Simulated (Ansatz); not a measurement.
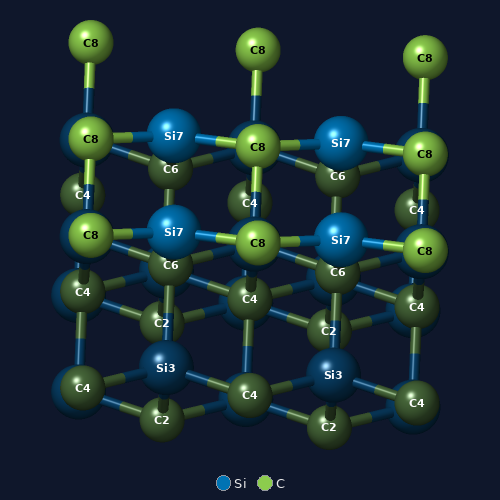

The system is C on a SiC(110) slab cut from the F-43m phase, its upper half relaxed before the scan (8 atoms of substrate and one adsorbate in a 1 × 1 cell); the picture shows it without the atoms that are moved over the map. C is moved over the surface cell; relaxed at each place: the height of the adsorbate's atoms; substrate rigid; the origin of the map has the adsorbate above C8. Places are given modulo a cell vector. The map is drawn in real space over the plane of the surface. Grid: 6 × 6 points; 24 points were computed and 12 follow by symmetry. All energies are given in eV relative to the lowest grid point. Energies and slopes of some neighbouring points disagree (a jump in structure or state, or too coarse a mesh). The relaxed height changes by up to 0.8 Å between neighbouring points. The magnetic moment jumps between some neighbouring points. With one adsorbate in each 1 × 1 cell, its nearest image is 3.1 Å away, so neighbouring adsorbates interact. All numbers below come from DFT PBE, scalar-relativistic, plane waves, PAW in Ansatz 0.2.0. Settings: cutoff 420 eV, k-mesh 9×6×1, gaussian smearing 0.05 eV, spin-polarised.

Range: position of C9 along the first surface vector from 0.000 to 0.833; position of C9 along the second surface vector from 0.000 to 0.833.

What will the energy surface look like?

Answer. The lowest grid point is at (0/6, 1/6) of the cell vectors [nearest 1 C at 1.37 Å]. The highest grid point, (3/6, 2/6) of the cell vectors [nearest 1 Si at 1.89 Å], lies 2.61 eV above the lowest. At the lowest point the adsorbate has 1 C at 1.37 Å as nearest neighbours, at the highest 1 Si at 1.89 Å. Its relaxed height above the top atom is 1.16 Å at the lowest and 1.55 Å at the highest point.

```csv
"second ↓, first →",0/6,1/6,2/6,3/6,4/6,5/6
5/6,0.91,1.18,1.47,2.44,1.47,1.18
4/6,0.78,1.28,2.03,2.55,2.03,1.28
3/6,2.02,2.22,2.44,2.47,2.44,2.22
2/6,0.37,1.48,2.32,2.61,2.32,1.48
1/6,0.00,0.38,1.80,2.26,1.80,0.38
0/6,0.87,0.90,1.39,2.05,1.39,0.90
```

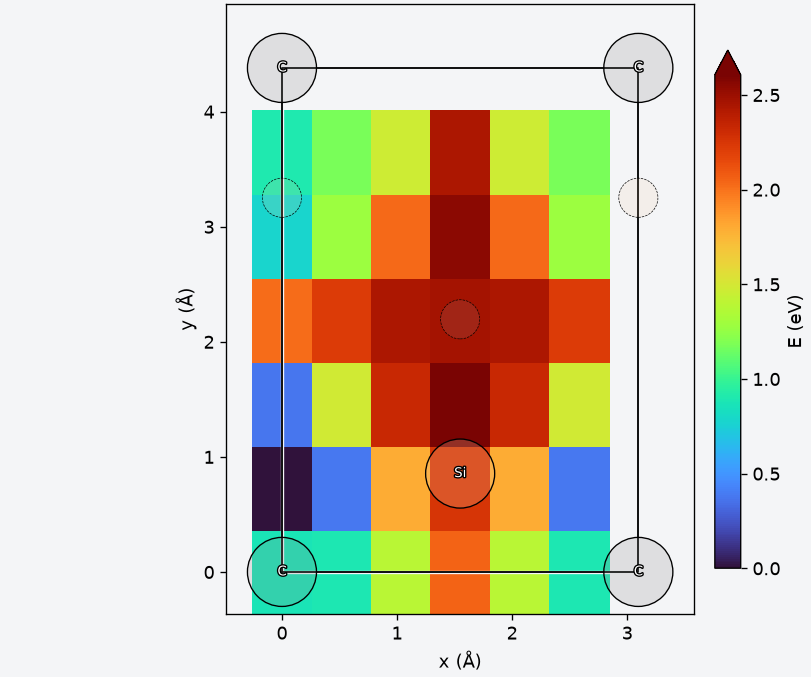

In the figure: one coloured cell a grid point, labelled circles for the atoms of the top layer and small ones for the second layer, the outline of one cell of the plane, one colour for all values above the top of the scale.

Each point was launched as `ansatz run input.yaml --threads 2 --pin off --max-ram 6144MiB --backend cpu --events-out ev --progress --plain --runs-dir out`. Time for the 24 points that were run: 79 min on 2 threads of Arm Neoverse V1, on a shared host.

PAW datasets: the set soft_1.
